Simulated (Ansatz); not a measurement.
# CoO: geometry relaxation (part 2 of 2)

Continued. System: CoO (R-3m, 2 atoms in the cell). Method: DFT PBE, scalar-relativistic, plane waves, PAW, spin-polarised (Ansatz 0.2.0); cutoff 420 eV, 18×18×18 k-mesh, Gaussian smearing of 0.1 eV, collinear spins. The structure derives from a Materials Project entry.

Geometry of the input (Å; fractional positions):
```
1.5055  0.8692  2.4399
-1.5055  0.8692  2.4399
0.0000  -1.7384  2.4399
Co 0.0000  0.0000  0.0000
O  0.5000  0.5000  0.5000
```

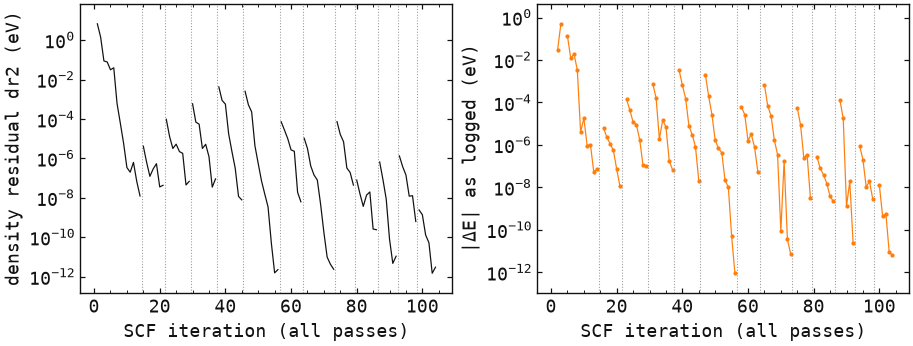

*Convergence of the self-consistent field: density residual dr2 and size of the energy change against the SCF iteration. The dotted lines part the SCF passes of the relaxation: geometry steps, rejected trials and re-solves on a re-selected basis.*

The 13 passes take 6 to 14 iterations each, 104 in all.

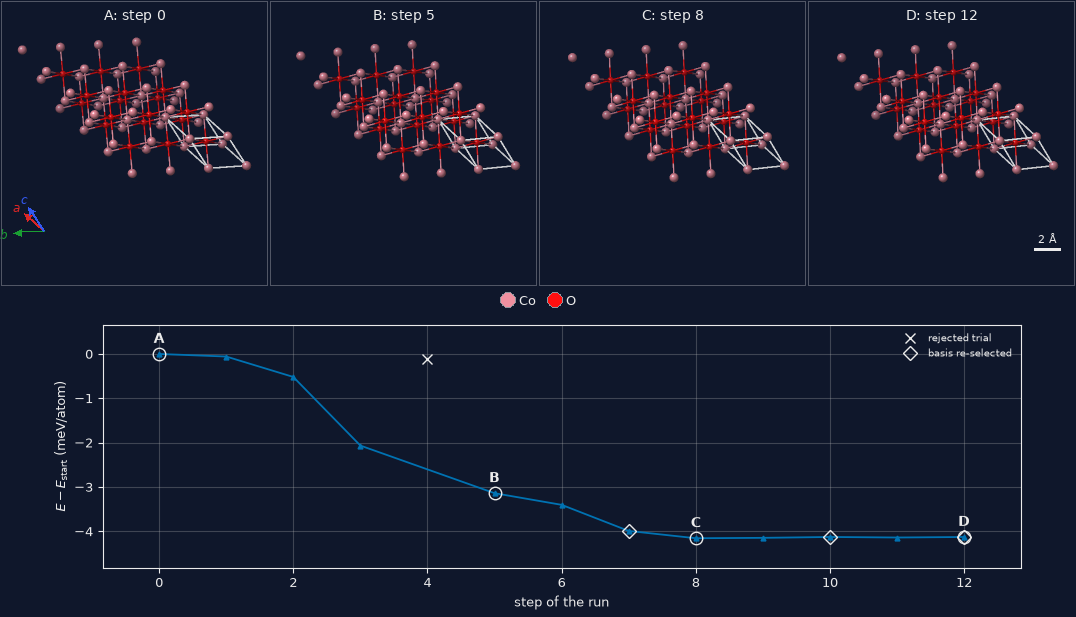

*Frames of the relaxation (ball-and-stick view of the cell of the calculation, repeated 3 × 3 × 2, seen at an oblique angle) above the curves, on which the letters mark them (the first geometry is step 0 here and step 1 in the log).*

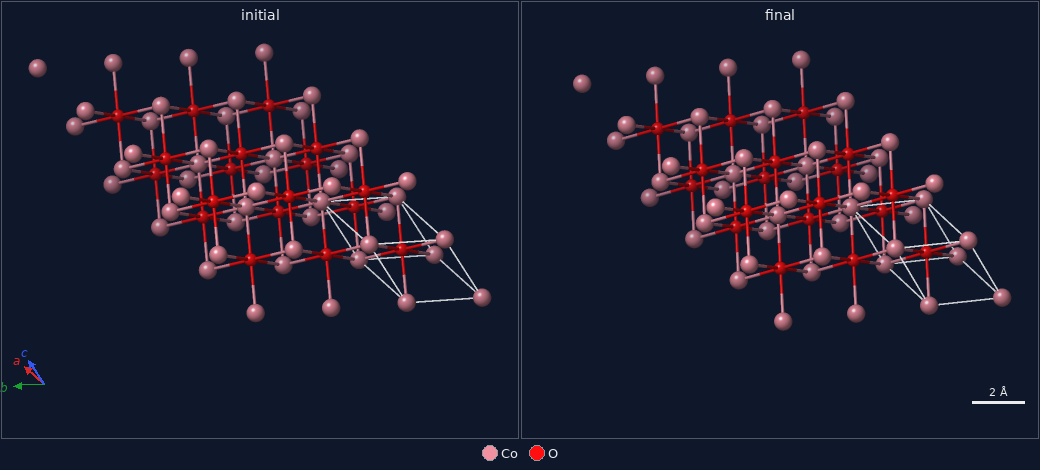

*Before (left) and after (right) the relaxation, at one scale (ball-and-stick view of the cell of the calculation, repeated 3 × 3 × 2, seen at an oblique angle).*

The energy falls by 4.1 meV per atom in 9 geometry steps. All forces vanish by symmetry, so only the cell relaxes. The pressure goes from 0.08 to 0.00 GPa. The line search rejected the trial step at point 4 (counted from 0) and went back. The basis was re-selected twice at an unchanged geometry, which shifts the energy a little without any move. No atom moves by more than 0.005 Å relative to the cell. Cell: a = b = c 2.996 → 2.910 Å (−2.9 %), α 60.3° → 64.2°, β 60.3° → 64.2°, γ 60.3° → 64.2°. Volume −0.7 %. Among the angles that change: O2–Co1–O2 90.3° → 93.5°, O2–Co1–O2 89.7° → 86.5°, Co1–O2–Co1 89.7° → 86.5°. The space group stays R-3m (No. 166). The energy change given includes the shifts at the re-selections in mid-walk, which come without any move. A last SCF at the same geometry on a re-selected plane-wave basis shifts the energy by +0.0 meV per atom. (Atoms are counted from 1 in the order of the input.)

```
basis re-selected at this cell: Δ(F+E_penalty+E_count) = +2.397e-5 eV, ΔP = -0.001 GPa vs the last step (what re-selecting the basis moved, of the pressure what is left beyond the Pulay correction that the steps carried, after the strain that the cell walked since its last selection, with what the two solves' SCF thresholds leave and, on support functions, any second-order correction that the steps lacked; it is no measure of the basis error at this ecutwfc). This SCF's stress stands 8.23e-3 GPa from its target on what of the cell is left free (relax.cell.stress_tol is 5.00e-2 GPa) and its largest allowed force component is 1.79e-29 eV/Å (relax.f_tol is 5.00e-3 eV/Å): within both
SCF converged after 6 iterations
Magnetization: 2.8820 μB (12.9410 up, 10.0590 down)
Absolute magnetization: 2.8983 μB (∫|ρ↑−ρ↓|, with the PAW one-centre terms)
Spin contamination: 0.0088 ħ² per cell (⟨S²⟩ above its minimum at these occupations)
Per-site moments (μB) at R_I (Å): [(2.4577452872997823, 0.8755192170488426), (0.3103251355592744, 0.8755192170488426)]
Free energy (F): -5692.117938 eV
Harris-Foulkes:  -5692.117938 eV  (|F-HF|=1.82e-12)
Internal energy: -5692.101637 eV  (E = F + TS)
E sigma→0 (E₀):  -5692.109787 eV
Entropy (-TS):   -0.016300 eV (-8.150 meV/atom)
Fermi energy:    14.168310 eV
--- Per-component energies (eV) ---
  E_band       = -299.389667
  E_kinetic    = 618.055406
  E_local      = -3407.866573  (includes V_loc(G=0)·N_el)
  E_nonlocal   = 513.890604
  E_hartree    = 1399.641133
  E_xc         = -228.821759
  E_vxc        = -294.086777  (∫ρ·V_xc dr)
  E_paw        = -1676.804572  (= ΣΔE_a)
  E_vpaw       = -528.667139  (= ΣTr[D̂ρ^β])
  E_aug_tail   = 0.002465  (compensation charges beyond the density's cutoff)
  E_ewald      = -2910.198340
  E_smearing   = -0.016300  (= −TS)
  E_closure    = -0.000000  (closes the sum)
  Σ components = -5692.117938   (vs F -5692.117938, Δ=0.00e0)
--- Forces (eV/Å), atoms counted from 1 ---
  atom   1  Co    -0.00000000    -0.00000000     0.00000000
  atom   2  O     -0.00000000     0.00000000    -0.00000000
  max |Σ_I F_I| component: 3.16e-29 eV/Å
--- Stress (GPa, compression-positive) ---
        0.008227       0.000000       0.000000
        0.000000       0.008227      -0.000000
        0.000000      -0.000000      -0.006699
  P = ⅓ Tr σ = 0.0033 GPa (0.033 kbar)
--- Band table (eV; the first three rows and the last of 1160) ---
  k-point 0 ↑: bands = ["-82.7045", "-46.0073", "-46.0073", "-45.8823", "-6.1780", "10.7912", "10.7912", "10.8134", "10.8134", "11.0137", "11.0137", "11.3416", "11.3625", "15.1906", "30.8507", "31.5342", "31.5342", "34.2208"]
  k-point 1 ↑: bands = ["-82.7044", "-46.0082", "-46.0074", "-45.8828", "-6.1461", "10.2876", "10.3471", "10.6429", "10.9824", "11.0599", "11.3837", "11.4143", "11.6836", "15.4152", "29.8816", "31.4649", "32.2723", "33.8538"]
  k-point 2 ↑: bands = ["-82.7041", "-46.0109", "-46.0076", "-45.8840", "-6.0529", "9.6843", "9.7892", "10.1815", "11.0387", "11.1972", "11.5175", "11.9280", "12.1433", "15.9844", "28.5627", "31.1987", "32.8761", "33.3085"]
  k-point 579 ↓: bands = ["-79.6686", "-43.0429", "-43.0222", "-43.0222", "-4.1343", "6.6796", "9.0304", "9.0304", "14.2233", "14.2233", "14.4805", "17.0390", "17.0390", "19.0042", "25.5399", "26.8721", "26.8721", "34.3166"]
--- Relaxed structure (10 steps of the walk, 9 accepted, 3 SCFs on fresh bases) ---
  F+E_penalty+E_count = -5692.11793751 eV   max|allowed force component| = 1.788e-29 eV/Å   (the final SCF, on the basis selected at the relaxed cell)
  cell:  # Å, volume = 19.0145 Å³
    - [1.545342814817827, 0.8922040901253263, 2.298495044240064]
    - [-1.545342814817827, 0.8922040901253263, 2.298495044240064]
    - [-2.842501196027025e-18, -1.7844081802506526, 2.298495044240064]
  atoms:
    - { symbol: Co, position: [-2.459299460038778e-36, 1.3614923394045132e-36, -5.4664953936284824e-37] }
    - { symbol: O, position: [0.5000000000000001, 0.5000000000000001, 0.5000000000000001] }
--- Löwdin populations: 2 sites ---
  site symbol       q [e]    m [muB]
     0     Co     15.9155     2.4940
     1      O      6.9636     0.3921
  spilling = 0.005257 (of n_electrons = 23.000000)
```

File populations.tsv
```
# site	symbol	l	j	q_up	q_dn
# orbitals = lowdin
# n_electrons = 23.000000
# spilling = 0.005257
0	Co	0_3S	-	0.996186	0.996318
0	Co	0_4S	-	0.253096	0.233902
0	Co	1_3P	-	2.999198	2.998640
0	Co	2_3D	-	4.956261	2.481854
1	O	0_2S	-	0.941997	0.899200
1	O	1_2P	-	2.735879	2.386559
```

Trajectory as extended XYZ (Å, eV, eV/Å), 13 frames, from step=1 to step=13
```
2
Lattice="1.5055 0.8692 2.4399 -1.5055 0.8692 2.4399 0.0000 -1.7384 2.4399" Properties=species:S:1:pos:R:3:forces:R:3 step=1 energy=-5692.10969 pressure_GPa=0.08
Co    0.0000    0.0000    0.0000    0.0000   0.0000   0.0000
O     0.0000    0.0000    3.6599    0.0000   0.0000   0.0000
2
Lattice="1.5069 0.8700 2.4357 -1.5069 0.8700 2.4357 0.0000 -1.7400 2.4357" Properties=species:S:1:pos:R:3:forces:R:3 step=2 energy=-5692.10980 pressure_GPa=0.04
Co    0.0000    0.0000    0.0000    0.0000   0.0000   0.0000
O     0.0000    0.0000    3.6536    0.0000   0.0000   0.0000
2
Lattice="1.5140 0.8741 2.4156 -1.5140 0.8741 2.4156 0.0000 -1.7482 2.4156" Properties=species:S:1:pos:R:3:forces:R:3 step=3 energy=-5692.11072 pressure_GPa=-0.22
Co    0.0000    0.0000    0.0000    0.0000   0.0000   0.0000
O     0.0000    0.0000    3.6234    0.0000   0.0000   0.0000
2
Lattice="1.5306 0.8837 2.3664 -1.5306 0.8837 2.3664 0.0000 -1.7674 2.3664" Properties=species:S:1:pos:R:3:forces:R:3 step=4 energy=-5692.11382 pressure_GPa=-0.90
Co    0.0000    0.0000    0.0000    0.0000   0.0000   0.0000
O     0.0000    0.0000    3.5495    0.0000   0.0000   0.0000
2
Lattice="1.5647 0.9034 2.2478 -1.5647 0.9034 2.2478 0.0000 -1.8067 2.2478" Properties=species:S:1:pos:R:3:forces:R:3 step=5 energy=-5692.10989 pressure_GPa=-1.71 accepted=F
Co    0.0000    0.0000    0.0000    0.0000   0.0000   0.0000
O     0.0000    0.0000    3.3717    0.0000   0.0000   0.0000
2
Lattice="1.5375 0.8877 2.3318 -1.5375 0.8877 2.3318 0.0000 -1.7753 2.3318" Properties=species:S:1:pos:R:3:forces:R:3 step=6 energy=-5692.11596 pressure_GPa=-0.34
Co    0.0000    0.0000    0.0000    0.0000   0.0000   0.0000
O     0.0000    0.0000    3.4977    0.0000   0.0000   0.0000
2
Lattice="1.5402 0.8893 2.3159 -1.5402 0.8893 2.3159 0.0000 -1.7785 2.3159" Properties=species:S:1:pos:R:3:forces:R:3 step=7 energy=-5692.11649 pressure_GPa=-0.01
Co    0.0000    0.0000    0.0000    0.0000   0.0000   0.0000
O     0.0000    0.0000    3.4739    0.0000   0.0000   0.0000
2
Lattice="1.5402 0.8893 2.3159 -1.5402 0.8893 2.3159 0.0000 -1.7785 2.3159" Properties=species:S:1:pos:R:3:forces:R:3 step=8 energy=-5692.11766 pressure_GPa=0.10
Co    0.0000    0.0000    0.0000    0.0000   0.0000   0.0000
O     0.0000    0.0000    3.4739    0.0000   0.0000   0.0000
2
Lattice="1.5446 0.8918 2.3009 -1.5446 0.8918 2.3009 0.0000 -1.7835 2.3009" Properties=species:S:1:pos:R:3:forces:R:3 step=9 energy=-5692.11799 pressure_GPa=0.04
Co    0.0000    0.0000    0.0000    0.0000   0.0000   0.0000
O     0.0000    0.0000    3.4513    0.0000   0.0000   0.0000
2
Lattice="1.5448 0.8919 2.3005 -1.5448 0.8919 2.3005 0.0000 -1.7838 2.3005" Properties=species:S:1:pos:R:3:forces:R:3 step=10 energy=-5692.11798 pressure_GPa=-0.00
Co    0.0000    0.0000    0.0000    0.0000   0.0000   0.0000
O     0.0000    0.0000    3.4508    0.0000   0.0000   0.0000
2
Lattice="1.5448 0.8919 2.3005 -1.5448 0.8919 2.3005 0.0000 -1.7838 2.3005" Properties=species:S:1:pos:R:3:forces:R:3 step=11 energy=-5692.11794 pressure_GPa=-0.00
Co    0.0000    0.0000    0.0000    0.0000   0.0000   0.0000
O     0.0000    0.0000    3.4508    0.0000   0.0000   0.0000
2
Lattice="1.5453 0.8922 2.2985 -1.5453 0.8922 2.2985 0.0000 -1.7844 2.2985" Properties=species:S:1:pos:R:3:forces:R:3 step=12 energy=-5692.11796 pressure_GPa=0.00
Co    0.0000    0.0000    0.0000    0.0000   0.0000   0.0000
O     0.0000    0.0000    3.4477    0.0000   0.0000   0.0000
2
Lattice="1.5453 0.8922 2.2985 -1.5453 0.8922 2.2985 0.0000 -1.7844 2.2985" Properties=species:S:1:pos:R:3:forces:R:3 step=13 energy=-5692.11794 pressure_GPa=0.00
Co    0.0000    0.0000    0.0000    0.0000   0.0000   0.0000
O     0.0000    0.0000    3.4477    0.0000   0.0000   0.0000
```

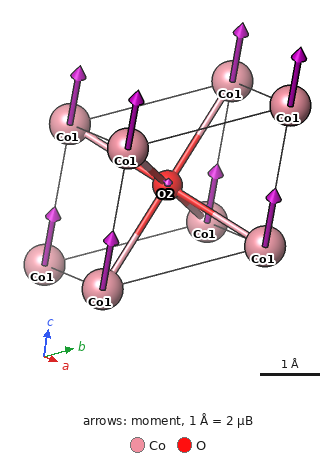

*Magnetic moments of the sites as pink arrows (ball-and-stick view of the cell of the calculation, seen slightly off an axis; atoms are numbered from 1 in the order of the input); small moments hardly show. The run is collinear, so the axis drawn is arbitrary.*

Site moments: Co1 (2.46 μB); O2 (0.31 μB). They are counted near the atoms and needn't add up to the moment of the cell.

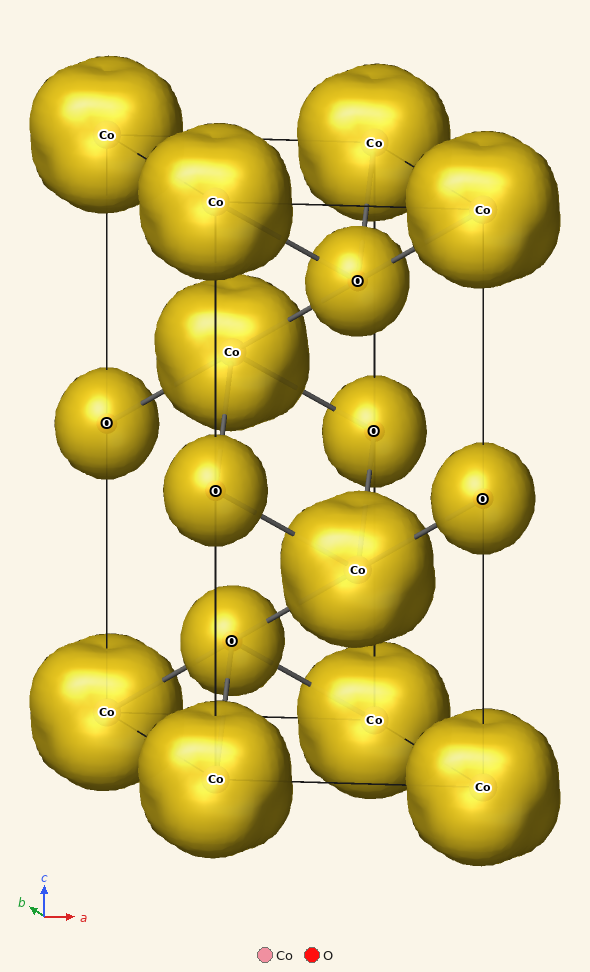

*Isosurface of the spin density (up minus down) at +0.1 e/Å³ (yellow), seen slightly off an axis. Sticks mark near contacts. The outline is the cell set on symmetry axes.*

The cell of the calculation (2 atoms) carries 2.9 μB net. The fields are those of the smooth PAW valence density.

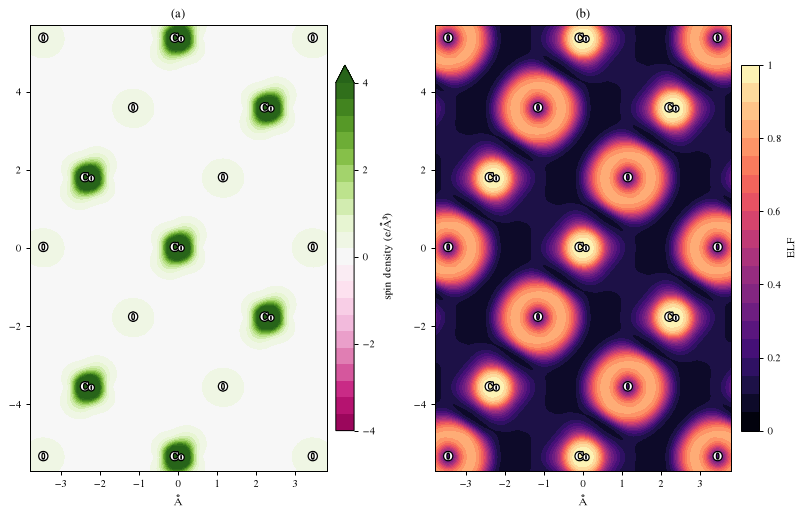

*(a) spin density; (b) ELF on the (110) plane of the conventional cell.*

The section cuts through Co and O sites. Co–O (2.12 Å): the ELF is about 0.15 at the midpoint (a polar contact without a shared pair, in a metal). The strong features right at Co lie inside the PAW spheres (semicore, d or f shells) and say nothing about bonding. The cell of the calculation (2 atoms) carries 2.9 μB net.

Key numbers

- outcome: converged
- space group (tolerance 0.01 Å): R-3m (166)
- electrons treated: 23
- free energy: −5692.1179 eV
- Fermi energy: 14.168 eV
- gap on the k-point mesh: none (metallic)
- net moment of the cell: 2.88 μB
- integrated absolute moment: 2.90 μB
- pressure: 0.00 GPa
- final volume: 19.01 Å³
- largest force (length of the vector) at the end: under 0.001 eV/Å
- final cell: a = 2.910 Å, b = 2.910 Å, c = 2.910 Å, α = 64.16°, β = 64.16°, γ = 64.16°
- hardware: 1 thread of Arm Neoverse V2, 24 GiB of memory available, shared host
- wall time: 5.8 min
- peak memory: 0.62 GiB
